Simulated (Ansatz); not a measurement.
System: Al.

The calculation's input:

```
crystal:
  lattice:
    - [-2.8221979689, 0.0, 0.0]
    - [-1.4110989845, -2.4440951356, 0.0]
    - [0.0, 0.0, 19.0241186883]
  atoms:
    - { symbol: Al, position: [1.0, 1.0, 0.7911455285] }
    - { symbol: Al, position: [1.0, 1.0, 0.3042867417] }
    - { symbol: Al, position: [0.3333333333, 0.3333333333, 0.9128602252] }
    - { symbol: Al, position: [0.3333333333, 0.3333333333, 0.4260014384] }
    - { symbol: Al, position: [1.0, 1.0, 0.0608573483] }
    - { symbol: Al, position: [1.0, 1.0, 0.5477161351] }
    - { symbol: Al, position: [0.6666666667, 0.6666666667, 0.182572045] }
    - { symbol: Al, position: [0.6666666667, 0.6666666667, 0.6694308318] }
basis:
  ecutwfc: 500
kpoints:
  mp_grid: { grid: [19, 19, 3] }
hamiltonian:
  xc: r2scan
scf:
  occupations: { method: gaussian, width: 0.15 }
output:
  forces: true
  stress: true
  eigenvalues: true
  write_density: true
  write_potential: true
  elf: true
  volumetric_format: npy
```

Run with:

```sh
ansatz run input.yaml --threads 2 --pin off --max-ram 5120MiB --backend cpu --events-out ev --progress --plain --runs-dir out
```

Below, planes, directions and counts refer to the conventional cell (a = 2.82 Å, b = 2.82 Å, c = 19.02 Å, α = 90.00°, β = 90.00°, γ = 120.00°).

Space group P3m1; a structure from a database of computed crystals, not necessarily the ambient phase; not relaxed (largest force 0.6 eV/Å).

Level of theory: DFT r2SCAN, scalar-relativistic, plane waves, PAW in Ansatz 0.2.0.

Predict the valence pseudo-density and electron localisation function between the atoms.

Al–Al (2.82 Å): ρ at the midpoint is about 0.21 e/Å³; the ELF peaks at about 0.70 between the atoms.

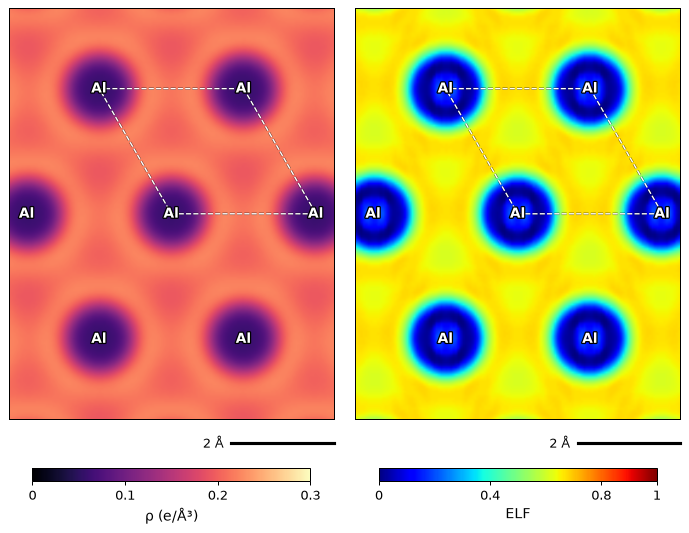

Computed valence pseudo-density and electron localisation function on the (001) plane of the conventional cell, in this order. 
